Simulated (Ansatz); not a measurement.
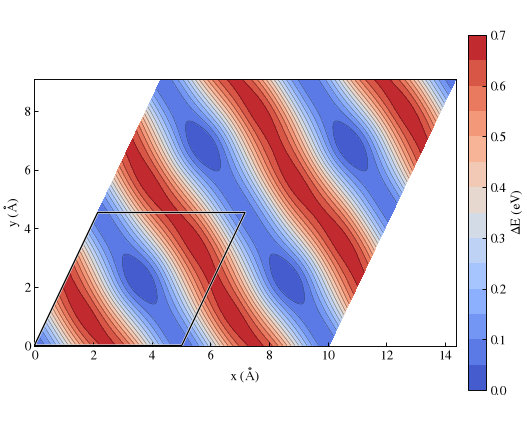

H on a TiAl₃(110) slab cut from the I4/mmm phase, its upper half relaxed before the scan (8 atoms of substrate and one adsorbate in a 1 × 1 cell). H is moved over the surface cell at a fixed height above a rigid substrate; the origin of the map has the adsorbate above Al8; the height is held at 2.50 Å. Places are given modulo a cell vector. The map is drawn in real space over the plane of the surface. The grid has 6 × 6 points; 13 points were computed and 23 follow by symmetry. Energies: eV, counted from the lowest grid point. The runs have no spin polarisation, so an open-shell adsorbate far from the surface lies too high. With one adsorbate in each 1 × 1 cell, its nearest image is 5.0 Å away, so neighbouring adsorbates interact. At a fixed height the lowest place need not be the adsorption site. Level of theory: Ansatz 0.2.0, DFT PBE+D3(BJ), scalar-relativistic, plane waves, PAW. Settings: cutoff 420 eV, k-mesh 6×6×1, gaussian smearing 0.1 eV, no spin polarisation.

Drawn: filled contours, the outline of one cell of the 2 × 2 shown. Between grid points the surface is interpolated.

The lowest grid point is at the top site over a surface Ti atom, (3/6, 3/6) of the cell vectors. The highest grid point, (1/6, 2/6) of the cell vectors [nearest 1 Ti at 3.36 Å and 1 Al at 3.31 Å], lies 0.67 eV above the lowest. On the interpolated surface the easiest way out of the lowest well to its copy in the next cell or period passes a barrier of about 0.069 eV. At the lowest point the adsorbate has 1 Ti at 2.56 Å as nearest neighbours, at the highest 1 Ti at 3.36 Å and 1 Al at 3.31 Å.

The scan is repeated with another setting: the height is held at 2.80 Å; all else is set up alike.

### How does the landscape change?

The lowest place stays at the top site over a surface Ti atom, (3/6, 3/6) of the cell vectors. The span from the lowest to the highest grid point shrinks from 0.67 to 0.45 eV. The easiest pass out of the lowest well goes from about 0.069 to about 0.05 eV on the interpolated surfaces. In the new map: at the lowest point the adsorbate has 1 Ti at 2.86 Å as nearest neighbours, at the highest 1 Ti at 3.59 Å and 1 Al at 3.54 Å.

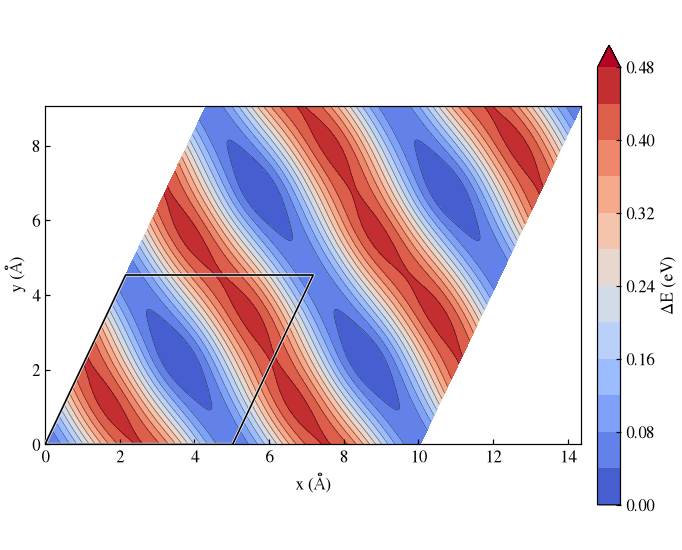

The map after the change, on a colour scale of its own. Drawn: filled contours, the outline of one cell of the 2 × 2 shown, one colour for all values above the top of the scale. Between grid points the surface is interpolated.

PAW datasets: the set soft_1.
